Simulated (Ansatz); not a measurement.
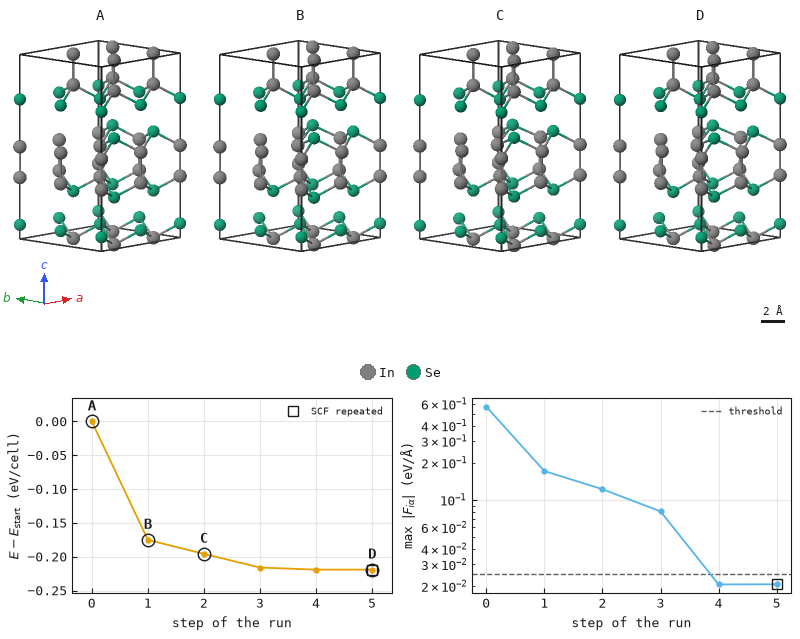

Frames of a relaxation of a defect cell of composition In₁₆Se₁₅, marked on the history of the run. The picture is a ball-and-stick view of the cell of the calculation (origin shifted), seen from a free direction.

Case: Se vacancy (site f), charge +0, atoms relaxed at the host's cell.

All numbers below come from DFT PBE+D3(BJ), scalar-relativistic, plane waves, PAW in Ansatz. Set-up: plane-wave cutoff 420 eV; k-point mesh 3 × 3 × 2; occupations gaussian; smearing width 0.02 eV; mesh shifted by (0, 0, 0.5); no spin polarisation; atoms relaxed in a fixed cell; force threshold 0.025 eV/Å; at most 45 steps.

What happens along the run?

After 4 accepted moves (5 points after the start) the energy has fallen by 0.219 eV per cell of the calculation. Largest force component: 0.57 eV/Å at the start, 0.021 eV/Å at the end. 1 step only repeated the SCF at the same geometry. The largest moves, 0.27 Å, are those of In atoms. By element the largest moves are In 0.27 Å, Se 0.06 Å. The lattice vectors keep their values. Near-neighbour distances that change, for instance: In–Se 2.660 → 2.723 Å, In–In 2.794 → 2.852 Å, In–Se 2.660 → 2.650 Å, In–In 2.794 → 2.801 Å. Among the angles between lasting bonds that change: In–Se–In 98.6° → 110.2°, In–In–Se 118.9° → 113.4°, Se–In–Se 98.6° → 93.7°. From step 0 to 1: In atoms move most (0.19 Å), energy −0.175 eV per cell of the calculation. From step 1 to 2: Se atoms move most (0.10 Å), energy −20.8 meV per cell of the calculation. From step 2 to 5: a Se atom moves most (0.12 Å), energy −23.3 meV per cell of the calculation.

| step | E − E(0), meV/atom | largest force component, eV/Å | note |
| --- | --- | --- | --- |
| 0 | 0.00 | 0.5706 |  |
| 1 | -5.65 | 0.1714 |  |
| 2 | -6.32 | 0.1221 |  |
| 3 | -6.97 | 0.0807 |  |
| 4 | -7.07 | 0.0206 |  |
| 5 | -7.07 | 0.0207 | same geometry, SCF repeated |

Limits of the set-up: the periodic images lie only 8.1 Å apart, so the values are limited by the cell's size.
